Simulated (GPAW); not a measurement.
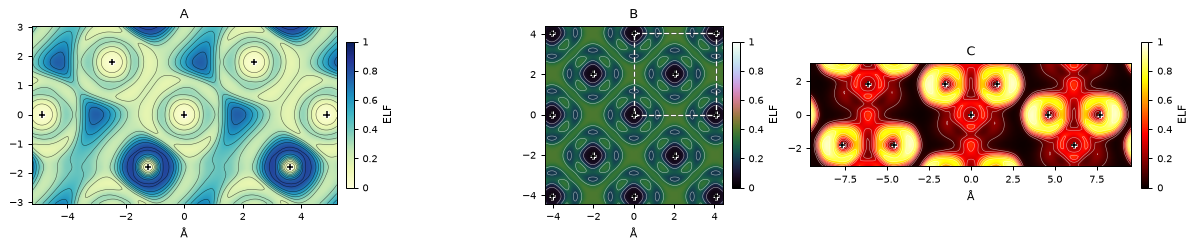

The ELF of 3 systems, each on a plane through atoms (crosses mark nuclei in the plane).

Level of theory: GPAW, Kohn-Sham DFT of a periodic cell, PBEsol, PAW data sets made by gpaw-setup for the functional.

System 1: Ta2N, the (110) plane of the conventional cell. Space group P-3m1; a structure from a database of computed crystals, not necessarily the ambient phase; computed pressure about −9 GPa in this cell.

```
CELL_PARAMETERS angstrom
3.11286 0.00000 0.00000
-1.55643 2.69582 0.00000
0.00000 0.00000 4.86984
ATOMIC_POSITIONS crystal
Ta 0.33333 0.66667 0.25471
Ta 0.66667 0.33333 0.74529
N 0.00000 0.00000 0.00000
```

System 2: W, the (010) plane of the conventional cell. Space group Fm-3m; computed pressure about −13 GPa in this cell.

```
W
1.0
     4.06000    0.00000    0.00000
     0.00000    4.06000    0.00000
     0.00000    0.00000    4.06000
W
4
Direct
  0.00000 0.00000 0.00000
  0.50000 0.50000 0.00000
  0.50000 0.00000 0.50000
  0.00000 0.50000 0.50000
```

System 3: MoS2, the (110) plane of the conventional cell. Space group R3m.

> Match each panel to its system.

Panel A is system 1, Ta2N: the plane holds Ta and N. Ta–N (2.18 Å): the ELF peaks at about 0.80 in the valence shell of N, 0.6 Å from its nucleus, and drops to about 0.25 between the two atoms: no localised pair shows between them. Panel B is system 2, W: the plane holds W. W–W (2.87 Å): the ELF is about 0.35 at the midpoint. Panel C is system 3, MoS2: the plane holds Mo and S. Mo–S (2.39 Å): the ELF peaks at about 0.80 in the valence shell of S, 0.9 Å from its nucleus, and is about 0.50 at the midpoint.
